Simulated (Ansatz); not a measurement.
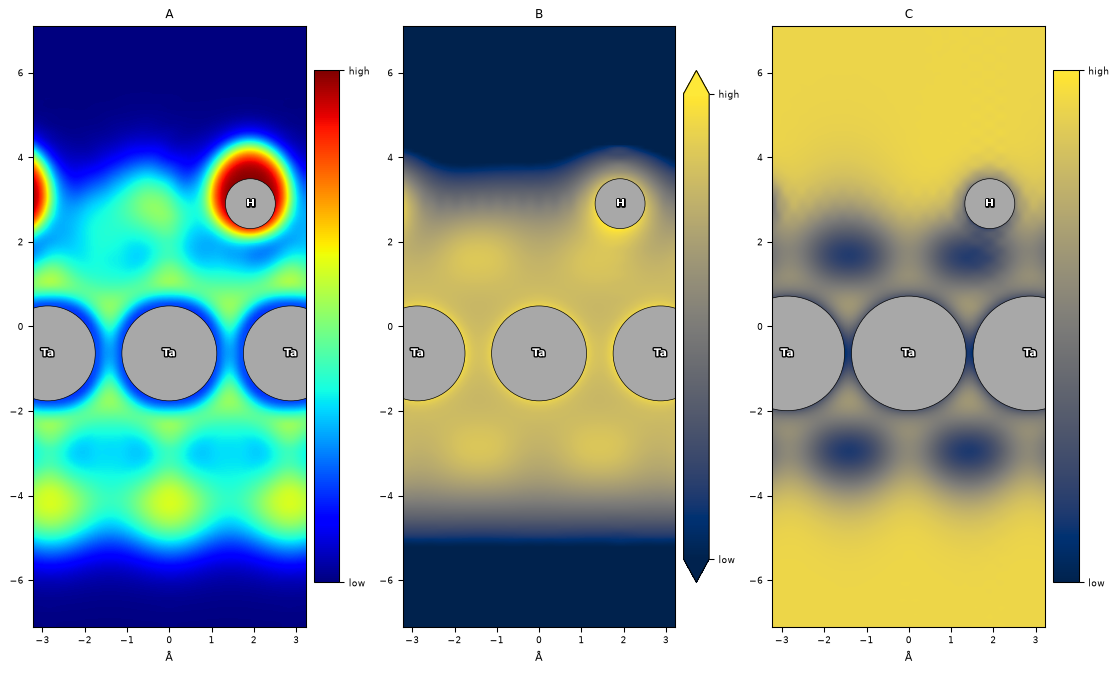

Ta12H (slab): 3 fields on the (010) plane of the calculation cell, a cut from vacuum to vacuum, with unlabelled colour scales. Grey discs cover the atomic cores.

A point of a scan over the structure, not its minimum; not relaxed (largest force 1.0 eV/Å); computed without spin polarisation; PAW files of the earlier set (soft_1).

Method: DFT PBE, scalar-relativistic, plane waves, PAW (Ansatz).

```
Ta H
1.0
     5.74862    0.00000    0.00000
    -1.91621    5.41985    0.00000
     0.00000    0.00000   20.02669
Ta H
12 1
Cartesian
  0.9581 1.3550 3.9999
  0.0000 4.0649 3.9999
  3.8324 1.3550 3.9999
  2.8743 4.0649 3.9999
  0.0000 0.0000 6.2637
  -0.9581 2.7099 6.2637
  2.8743 0.0000 6.2637
  1.9162 2.7099 6.2637
  0.9581 1.3550 8.5268
  0.0000 4.0649 8.5268
  3.8324 1.3550 8.5268
  2.8743 4.0649 8.5268
  0.9581 2.7099 9.8045
```

**Match the panels to the quantities (electron localisation function, electrostatic potential energy of an electron and valence pseudo-density).**

Panel A: electron localisation function. Panel B: valence pseudo-density. Panel C: electrostatic potential energy of an electron (low next to the atoms, rising into the space between them). From the grid: Ta–Ta (2.87 Å): the density is about 0.29 e/Å³ at the midpoint; the ELF is about 0.30 at the midpoint (no localised pair shows between them).
